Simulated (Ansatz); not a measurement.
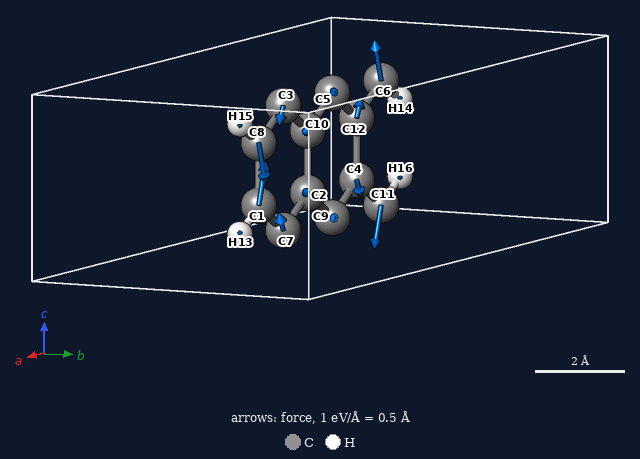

Starting geometry of a wire of composition HC3 with the computed forces as blue arrows. A ball-and-stick model of the cell of the calculation, with the vacuum cut short, seen from a free direction.

Case: armchair ribbon, 6 formula units a period, edges capped with H.

Theory: Ansatz, DFT PBEsol, scalar-relativistic, plane waves, PAW. (plane-wave cutoff 420 eV; k-point mesh 1 × 1 × 13; occupations gaussian; smearing width 0.05 eV; no spin polarisation; cell relaxed at fixed a, b, alpha, beta, gamma; force threshold 0.02 eV/Å; at most 45 steps)

> What follows when this structure is relaxed?

It isn't relaxed: the largest force vector, on C atoms, is 2.10 eV/Å. The final displacements follow the starting forces only in part (cosine between the two patterns 0.54). The largest moves relative to the layer's centre, 0.063 Å, are those of H13, H14, H15 and H16. Largest moves by element: H 0.063 Å, C 0.045 Å. Along the periodic axis the drawn cell goes c 4.259 → 4.296 Å (+0.9 %). Some distances before and after: C1–C8 1.420 → 1.374 Å, C3–C7 1.420 → 1.446 Å, C1–C7 1.420 → 1.406 Å, C2–C10 1.420 → 1.428 Å. Over 4 accepted moves (5 points after the start) the energy falls by 0.205 eV per cell of the calculation. Largest force component: 2 eV/Å at the start, 0.0016 eV/Å at the end. The SCF was repeated once at an unchanged geometry on a basis and grid sized afresh for the cell, which shifted the energy by 3.9 meV per cell of the calculation at most. The run took 23 s on 4 threads of Intel(R) Xeon(R) 6975P-C (Granite Rapids), with other jobs on the host, peak memory 1.2 GiB.
